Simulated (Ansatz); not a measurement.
# Ni: one cell, many SCF starts, part 2 of 2

Is Ni magnetic at this level, in which order, and do all starts find it? Single-point runs from several starts follow. The cell (2 atoms) is Ni in the measured crystal structure (space group Fm-3m, primitive cell doubled). Source: COD entry 9012999, which need not be the ambient phase.

Ansatz 0.2.0; DFT LDA, PAW, plane waves, scalar-relativistic. Earlier steps stand in the parts before.

## Step 4: No spin polarisation

File input.yaml:

```yaml
crystal:
  lattice:
    - [0.0, 3.5388, 3.5388]
    - [1.7694, 0.0, 1.7694]
    - [1.7694, 1.7694, 0.0]
  atoms:
    - { symbol: Ni, position: [0.0, 0.0, 0.0] }
    - { symbol: Ni, position: [0.5, 0.0, 0.0] }
hamiltonian:
  xc: lda
  pseudopotentials: { kind: paw }
basis:
  ecutwfc: 420
kpoints:
  mp_grid: { grid: [7, 13, 13] }
scf:
  occupations: { method: fermi_dirac, width: 0.05 }
  lower_state_search: "off"
output:
  forces: true
  stress: true
```

Standard output (excerpt; [...] marks lines left out):

```text
[... 9 lines as in an earlier run ...]
Bands: 22, of which v1, the nominal top of the filled ones, is band 18 counted from 1 (17 counted from 0)
[... 6 lines as in an earlier run ...]
[...]
[... 2 lines as in an earlier run ...]
SCF iter   1: F=—  HF=-11546.551612 eV  |F-HF|=—  |Δ(HF+E_count)|=         —  Δρ=2.68e-2  dr2=7.20e-2  ethr=1.77e-3  ⟨swp⟩=5.1  Hψ=26279  notcnv=0
[...]
SCF iter   6: F=-11546.537228 eV  HF=-11546.537228 eV  |F-HF|=6.68e-10  |Δ(HF+E_count)|=   9.15e-8  Δρ=6.35e-6  dr2=2.24e-9  ethr=2.78e-10  ⟨swp⟩=4.2  Hψ=26275  notcnv=0
[...]
SCF converged after 6 iterations
Free energy (F): -11546.537228 eV
[...]
E sigma→0 (E₀):  -11546.506652 eV
Entropy (-TS):   -0.061152 eV (-30.576 meV/atom)
Fermi energy:    17.131834 eV
[...]
--- Forces (eV/Å), atoms counted from 1 ---
  atom   1  Ni     0.00000000     0.00000000    -0.00000000
  atom   2  Ni     0.00000000     0.00000000     0.00000000
[...]
--- Stress (GPa, compression-positive) ---
      -20.839614      -0.088766      -0.088766
       -0.088766     -20.689179       0.026289
       -0.088766       0.026289     -20.689179
  P = ⅓ Tr σ = -20.7393 GPa (-207.393 kbar)
```

It took 3.4 s on 2 threads of an Arm CPU, shared host; peak memory 0.39 GiB.

End: non-magnetic (no spin polarisation), no gap on the k-mesh. It lies 45.9 meV/atom above the lowest state so far (step 2).

## Step 5: Spin on, no moments given (the program may seed its own), plain SCF

input.yaml: that of step 4 with these lines changed.

```diff
@@ -21 +21,3 @@
   stress: true
+magnetization:
+  spin_polarized: true
```

Standard output (excerpt; [...] marks lines left out):

```text
[... 1 line as in an earlier run ...]
band count auto-derived: 24 (N_el = 36.0; filled up to band 18; 22 by the electrons, moments and atoms)
[... 18 lines as in an earlier run ...]
[...]
SCF iter   1: F=—  HF=-11545.228854 eV  |F-HF|=—  |Δ(HF+E_count)|=         —  Δρ=1.91e-1 (↑1.68e-1 ↓1.91e-1)  dr2=8.54e-2  dr2_m=6.53e0  M=2.580 μB ∫|m|=2.580 μB  ethr=8.72e-5  ⟨swp⟩=1.4  Hψ=39275  notcnv=0
[...]
SCF iter  11: F=-11546.629084 eV  HF=-11546.629084 eV  |F-HF|=6.28e-10  |Δ(HF+E_count)|=   1.68e-9  Δρ=5.12e-6 (↑2.89e-6 ↓5.12e-6)  dr2=1.01e-9  dr2_m=2.59e-9  M=1.216 μB ∫|m|=1.348 μB  ethr=7.53e-11  ⟨swp⟩=2.2  Hψ=45981  notcnv=0
[...]
SCF converged after 11 iterations
Magnetization: 1.2158 μB (18.6079 up, 17.3921 down)
Absolute magnetization: 1.3495 μB (∫|ρ↑−ρ↓|, with the PAW one-centre terms)
Spin contamination: 0.0090 ħ² per cell (⟨S²⟩ above its minimum at these occupations)
Per-site moments (μB) at R_I (Å): [(0.6367588010798327, 1.0322026593709686), (0.6367588010798327, 1.0322026593709686)]
Free energy (F): -11546.629084 eV
[...]
E sigma→0 (E₀):  -11546.614213 eV
Entropy (-TS):   -0.029741 eV (-14.871 meV/atom)
Fermi energy:    17.300085 eV
[... 25 lines left out: energy terms, forces, stress ...]
```

Run time: 12 s. Hardware: 2 threads of an Arm CPU, shared host; peak memory 0.49 GiB.

This is the state of step 2 again (ferromagnetic), after 11 iterations.

## Step 6: Parallel moments scaled by 0.03, plain SCF

input.yaml: that of step 5 with these lines changed.

```diff
@@ -6,4 +6,6 @@
   atoms:
-    - { symbol: Ni, position: [0.0, 0.0, 0.0] }
-    - { symbol: Ni, position: [0.5, 0.0, 0.0] }
+    - { symbol: Ni, position: [0.0, 0.0, 0.0], spin: 0.06 }
+    - { symbol: Ni, position: [0.5, 0.0, 0.0], spin: 0.06 }
+magnetization:
+  spin_polarized: true
 hamiltonian:
@@ -21,3 +23 @@
   stress: true
-magnetization:
-  spin_polarized: true
```

Standard output (excerpt; [...] marks lines left out):

```text
[... 9 lines as in an earlier run ...]
Bands: 23, of which v1, the nominal top of the filled ones, is band 18 counted from 1 (17 counted from 0)
[... 7 lines as in an earlier run ...]
Starting moments: Σ|m| = 0.12 μB on 2 of 2 sites
[... 2 lines as in an earlier run ...]
[...]
SCF iter   1: F=—  HF=-11546.537622 eV  |F-HF|=—  |Δ(HF+E_count)|=         —  Δρ=1.70e-2 (↑1.70e-2 ↓1.10e-2)  dr2=3.11e-2  dr2_m=1.49e-2  M=0.208 μB ∫|m|=0.211 μB  β_m=1.00  ethr=8.68e-5  ⟨swp⟩=1.0  Hψ=74689  notcnv=0
[...]
spin-set hold released at iteration 9 (site moments contracting): the magnetisation degrees of freedom join the quasi-Newton model from the next iteration; the mixer history was flushed
[...]
SCF iter  16: F=-11546.629084 eV  HF=-11546.629084 eV  |F-HF|=5.31e-10  |Δ(HF+E_count)|=   1.72e-8  Δρ=3.36e-6 (↑1.36e-6 ↓3.36e-6)  dr2=7.66e-10  dr2_m=4.41e-10  M=1.216 μB ∫|m|=1.348 μB  ethr=2.25e-10  ⟨swp⟩=2.8  Hψ=48010  notcnv=0
[...]
SCF converged after 16 iterations
Magnetization: 1.2158 μB (18.6079 up, 17.3921 down)
Absolute magnetization: 1.3495 μB (∫|ρ↑−ρ↓|, with the PAW one-centre terms)
Spin contamination: 0.0090 ħ² per cell (⟨S²⟩ above its minimum at these occupations)
Per-site moments (μB) at R_I (Å): [(0.6367670441371462, 1.0322026593709686), (0.6367670441371462, 1.0322026593709686)]
Free energy (F): -11546.629084 eV
[...]
E sigma→0 (E₀):  -11546.614213 eV
Entropy (-TS):   -0.029741 eV (-14.871 meV/atom)
Fermi energy:    17.300093 eV
[... 25 lines left out: energy terms, forces, stress ...]
```

Run time: 16 s. Hardware: 2 threads of an Arm CPU, shared host; peak memory 0.48 GiB.

Nothing new: the 16 iterations lead to the state found in step 2 (ferromagnetic).

## Step 7: Moments +- scaled by 0.5, plain SCF

input.yaml: that of step 6 with these lines changed.

```diff
@@ -6,4 +6,4 @@
   atoms:
-    - { symbol: Ni, position: [0.0, 0.0, 0.0], spin: 0.06 }
-    - { symbol: Ni, position: [0.5, 0.0, 0.0], spin: 0.06 }
+    - { symbol: Ni, position: [0.0, 0.0, 0.0], spin: 1.0 }
+    - { symbol: Ni, position: [0.5, 0.0, 0.0], spin: -1.0 }
 magnetization:
```

Standard output (excerpt; [...] marks lines left out):

```text
[... 17 lines as in an earlier run ...]
Starting moments: Σ|m| = 2 μB on 2 of 2 sites
[... 3 lines as in an earlier run ...]
[...]
SCF iter   1: F=—  HF=-11546.424097 eV  |F-HF|=—  |Δ(HF+E_count)|=         —  Δρ=4.51e-2 (↑4.51e-2 ↓4.51e-2)  dr2=2.20e-2  dr2_m=3.92e-1  M=0.000 μB ∫|m|=1.195 μB  β_m=0.30  ethr=6.12e-5  ⟨swp⟩=1.0  Hψ=37489  notcnv=0
[...]
spin-set hold released at iteration 10 (site moments contracting): the magnetisation degrees of freedom join the quasi-Newton model from the next iteration; the mixer history was flushed
[...]
SCF iter  19: F=-11546.538122 eV  HF=-11546.538122 eV  |F-HF|=7.88e-9  |Δ(HF+E_count)|=   1.77e-8  Δρ=6.94e-6 (↑6.94e-6 ↓6.94e-6)  dr2=7.71e-9  dr2_m=2.91e-10  M=0.000 μB ∫|m|=0.396 μB  ethr=1.50e-11  ⟨swp⟩=1.9  Hψ=23912  notcnv=0
[...]
SCF converged after 19 iterations
Magnetization: 0.0000 μB (18.0000 up, 18.0000 down)
Absolute magnetization: 0.3958 μB (∫|ρ↑−ρ↓|, with the PAW one-centre terms)
Spin contamination: 0.0920 ħ² per cell (⟨S²⟩ above its minimum at these occupations)
Per-site moments (μB) at R_I (Å): [(0.19446335387831284, 1.0322026593709686), (-0.19446335387831284, 1.0322026593709686)]
Free energy (F): -11546.538122 eV
[...]
E sigma→0 (E₀):  -11546.509934 eV
Entropy (-TS):   -0.056377 eV (-28.189 meV/atom)
Fermi energy:    17.138826 eV
[... 25 lines left out: energy terms, forces, stress ...]
```

It took 9.7 s on 2 threads of an Arm CPU, shared host; peak memory 0.46 GiB.

This is the state of step 3 again (antiferromagnetic), after 19 iterations.

## Step 8: A moment on one site alone, plain SCF

input.yaml: that of step 7 with these lines changed.

```diff
@@ -6,4 +6,4 @@
   atoms:
-    - { symbol: Ni, position: [0.0, 0.0, 0.0], spin: 1.0 }
-    - { symbol: Ni, position: [0.5, 0.0, 0.0], spin: -1.0 }
+    - { symbol: Ni, position: [0.0, 0.0, 0.0], spin: 2.0 }
+    - { symbol: Ni, position: [0.5, 0.0, 0.0] }
 magnetization:
```

Standard output (excerpt; [...] marks lines left out):

```text
[... 17 lines as in an earlier run ...]
Starting moments: Σ|m| = 2 μB on 1 of 2 sites
[... 2 lines as in an earlier run ...]
SCF iter   1: F=—  HF=-11546.421473 eV  |F-HF|=—  |Δ(HF+E_count)|=         —  Δρ=1.09e-1 (↑1.09e-1 ↓3.29e-2)  dr2=2.52e0  dr2_m=7.37e-1  M=1.361 μB ∫|m|=1.457 μB  β_m=0.30  ethr=3.10e-3  ⟨swp⟩=5.2  Hψ=54626  notcnv=0
[...]
spin-set hold released at iteration 5 (the charge has settled, or the pull on large starting moments outlasts its swing): the magnetisation degrees of freedom join the quasi-Newton model from the next iteration; the mixer history was flushed
[...]
SCF iter  21: F=-11546.629084 eV  HF=-11546.629084 eV  |F-HF|=7.35e-9  |Δ(HF+E_count)|=   6.72e-8  Δρ=8.39e-6 (↑3.72e-6 ↓8.39e-6)  dr2=7.70e-9  dr2_m=4.38e-9  M=1.216 μB ∫|m|=1.348 μB  ethr=2.78e-10  ⟨swp⟩=3.0  Hψ=56506  notcnv=0
[...]
SCF converged after 21 iterations
Magnetization: 1.2158 μB (18.6079 up, 17.3921 down)
Absolute magnetization: 1.3494 μB (∫|ρ↑−ρ↓|, with the PAW one-centre terms)
Spin contamination: 0.0090 ħ² per cell (⟨S²⟩ above its minimum at these occupations)
Per-site moments (μB) at R_I (Å): [(0.6367478078938095, 1.0322026593709686), (0.6367689444763477, 1.0322026593709686)]
Free energy (F): -11546.629084 eV
[...]
E sigma→0 (E₀):  -11546.614213 eV
Entropy (-TS):   -0.029742 eV (-14.871 meV/atom)
Fermi energy:    17.300084 eV
[... 25 lines left out: energy terms, forces, stress ...]
```

It took 18 s on 2 threads of an Arm CPU, shared host; peak memory 0.49 GiB.

This is the state of step 2 again (ferromagnetic), after 21 iterations.

## Step 9: All ends together

```csv
step,iterations,state,moments of Ni1 Ni2 (μB),total (μB),gap (eV),pressure (GPa),above lowest (meV/atom)
2,9,1,0.64 0.64,1.22,none,-20.0,0.0
3,14,2,0.19 -0.19,0.00,none,-20.6,45.5
4,6,3,0.00 0.00,0.00,none,-20.7,45.9
5,11,1,0.64 0.64,1.22,none,-20.0,0.0
6,16,1,0.64 0.64,1.22,none,-20.0,0.0
7,19,2,0.19 -0.19,0.00,none,-20.6,45.5
8,21,1,0.64 0.64,1.22,none,-20.0,0.0
```

States are numbered from the lowest. Starts by step: 2 parallel moments, plain SCF; 3 opposed moments +-, plain SCF; 4 no spin polarisation; 5 spin on, no moments given (the program may seed its own), plain SCF; 6 parallel moments scaled by 0.03, plain SCF; 7 moments +- scaled by 0.5, plain SCF; 8 a moment on one site alone, plain SCF.

The 7 runs of this session took 79 s in all, from 3.4 s to 18 s each.

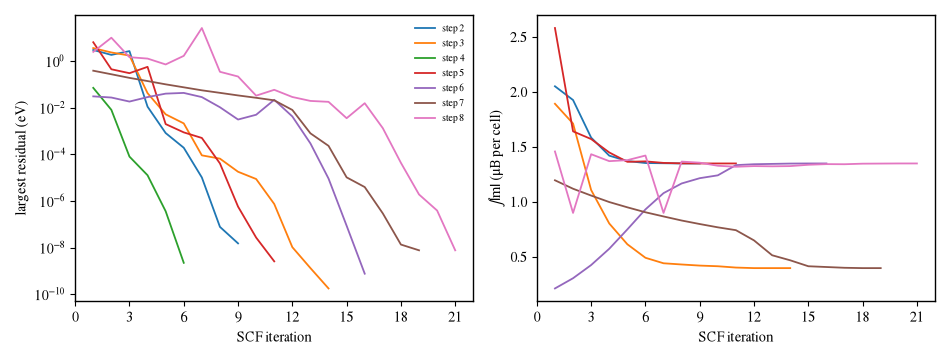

Residual and absolute moment along the iterations.

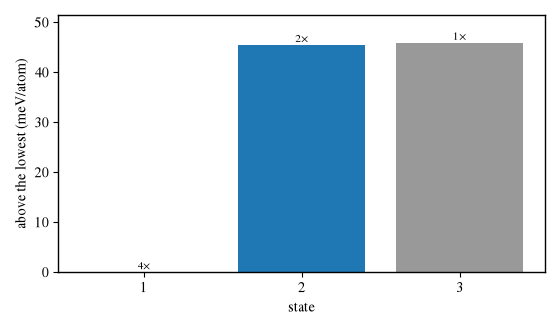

Energy of each distinct state, with the number of starts that reached it (red ferromagnetic, blue opposed moments, grey non-magnetic, green other).

## Step 10: What came out

The summary covers parts 1 to 2.

| quantity | value |
| --- | --- |
| distinct states | 3 from 7 converged runs |
| lowest state from plain starts | ferromagnetic |
| its moments | Ni1 0.64, Ni2 0.64 μB |
| total moment | 1.22 μB per cell |
| gap on the k-mesh | none |
| pressure | -20.0 GPa |
| largest force | 0.000 eV/Å |
| next state | antiferromagnetic, 45.5 meV/atom higher |
| highest state | non-magnetic (no spin polarisation), 45.9 meV/atom higher |

Distinct end states: 3, from 7 converged runs. Switching spin polarisation off costs 45.9 meV/atom in free energy, smearing entropy included. The best antiferromagnetic state lies 45.5 meV/atom above the best ferromagnetic one. A lower state than any found can't be excluded. The mesh has less symmetry than the lattice, which lowers the symmetry of the run.
